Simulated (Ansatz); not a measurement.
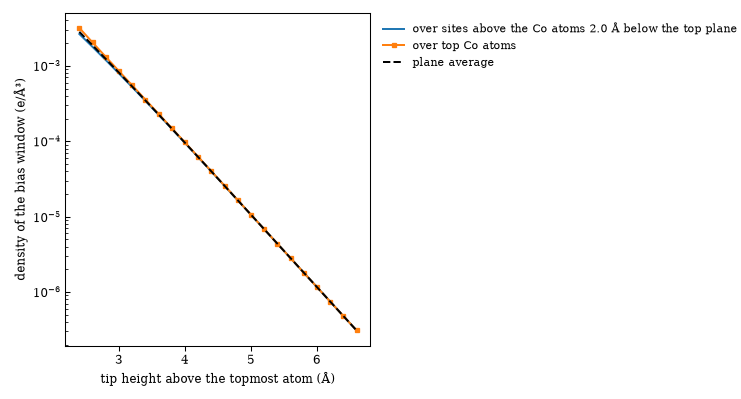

Approach curves over Co(001) (P6_3/mmc bulk, the cell from a database of computed structures, not from a measurement, 8 atomic planes (those closer than 0.6 Å count as one), 14 Å) at a sample bias of +1.50 V.

The STM signal is simulated in the Tersoff–Hamann approximation. Bias windows are sharp sums over the levels of the k mesh.

These are results of Ansatz 0.2.0, DFT PBE, scalar-relativistic, plane waves, PAW, not measurements. Cutoff 420 eV, 24 × 24 k-points, Gaussian smearing 0.1 eV, dipole correction. The slab is a cut without reconstruction beyond its cell, at the source's lattice constants, with its lower half held fixed and the rest relaxed. This isn't the element's usual hcp form. Collinear spin, net moment 13.3 μB a cell; the stability of this spin state wasn't checked. The run couldn't confirm all of its levels under its output density. The run warns that the functional's potential is rough in the thin density of the vacuum, where the tip is; weak contrasts and barriers may feel it.

The calculation's input:

```yaml
crystal:
  lattice:
    - [2.47056178, 0.0, 0.0]
    - [-1.23528089, 2.13956926, 0.0]
    - [0.0, 0.0, 32.15440885]
  atoms:
    - { symbol: Co, position: [0.3333333336, 0.6666666671, 0.2798994079], spin: 2.0 }
    - { symbol: Co, position: [0.0, 0.0, 0.3427852885], spin: 1.92 }
    - { symbol: Co, position: [0.6666666664, 0.3333333336, 0.4056711691], spin: 1.89 }
    - { symbol: Co, position: [0.0, 0.0, 0.4685570597], spin: 1.88 }
    - { symbol: Co, position: [0.3333333336, 0.6666666671, 0.5320330517], spin: 1.89 }
    - { symbol: Co, position: [0.0, 0.0, 0.5944748588], spin: 1.87 }
    - { symbol: Co, position: [0.6666666664, 0.3333333336, 0.658730101], spin: 1.91 }
    - { symbol: Co, position: [0.0, 0.0, 0.7195621849], spin: 1.94 }
basis:
  ecutwfc: 420.0
  fft_grid_basis: typed
kpoints:
  mp_grid: { grid: [24, 24, 1] }
hamiltonian:
  xc: pbe
  pseudopotentials: { kind: paw }
scf:
  occupations: { method: gaussian, width: 0.1 }
output:
  forces: true
  eigenvalues: true
  populations: true
  band_densities:
    - { e_range: [-2.0, -1.0] }
    - { e_range: [-1.0, -0.5] }
    - { e_range: [-0.5, -0.25] }
    - { e_range: [-0.25, 0.0] }
    - { e_range: [0.0, 0.25] }
    - { e_range: [0.25, 0.5] }
    - { e_range: [0.5, 1.0] }
    - { e_range: [1.0, 1.5] }
  band_residual_tolerance: 1.0e-05
  write_potential: true
  elf: true
  write_density: true
  volumetric_format: npy
efield:
  axis: 3
  dipole_correction: true
  ramp_width: 0.04
magnetization:
  spin_polarized: true
checkpoint:
  read: start.run
  write: ck
  compress: false
  write_wavefunctions: false
  write_every: 100000
```

Command:

```sh
ansatz run input.yaml --threads 2 --pin off --max-ram 4423MiB --backend cpu --events-out ev --progress --plain --runs-dir out
```

This step took 7.4 min on 2 threads of Arm Neoverse N1, with other jobs on the host, peak memory 1.5 GiB; the relaxation before it isn't counted.

Estimate the decay constant and the apparent barrier, and compare with the vacuum level, which the run puts 5.01 eV above zero bias.

Answer. Near 4 Å the plane average falls as exp(−2.18 z/Å), a factor of 8.8 per ångström, which gives an apparent barrier of 4.5 eV (0.952 eV Å² times the slope squared). The upper edge of the window lies 3.51 eV under the vacuum level. The apparent barrier is above 3.51 eV. At 4 Å the 0.50 eV of states nearest the upper edge carry 45 % of the density.
